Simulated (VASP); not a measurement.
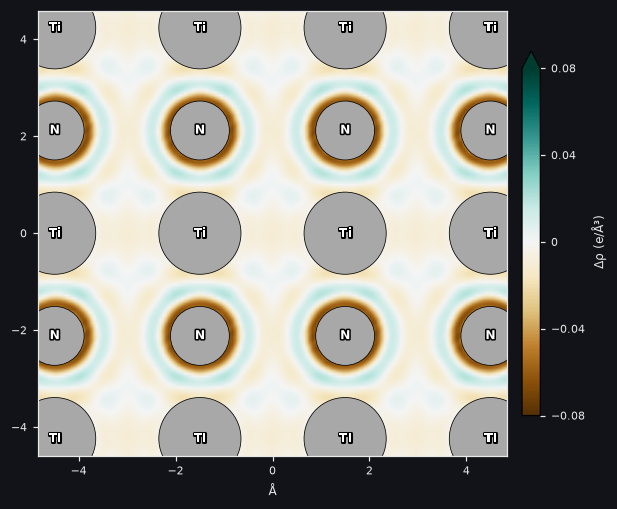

TiN. Difference of the valence pseudo-densities of two functionals at the same geometry, on the (11̄0) plane of the calculation cell: one of PBE and PBEsol less the other.

Space group Fm-3m; spin-polarised.

Both computed with VASP (plane waves, PAW), on the same k-point mesh. Grey discs cover the atomic cores.

```cif
data_structure
_symmetry_space_group_name_H-M 'P 1'
_symmetry_Int_Tables_number 1
_cell_length_a 2.9967
_cell_length_b 2.9967
_cell_length_c 2.9967
_cell_angle_alpha 60.000
_cell_angle_beta 60.000
_cell_angle_gamma 60.000
_cell_volume 19.03
loop_
_atom_site_label
_atom_site_type_symbol
_atom_site_fract_x
_atom_site_fract_y
_atom_site_fract_z
_atom_site_occupancy
Ti1 Ti 0.00000 0.00000 0.00000 1
N1 N 0.50000 0.50000 0.50000 1
```

Which was subtracted from which, and what does the map show?

Answer. It is PBE less PBEsol. Against PBEsol, PBE gives less density around Ti (−0.004 e/Å³ on average at 1.1 Å from the nucleus), less density around N (−0.036 e/Å³ on average at 0.8 Å from the nucleus) and a change of +0.006 e/Å³ at the midpoint of Ti–N.
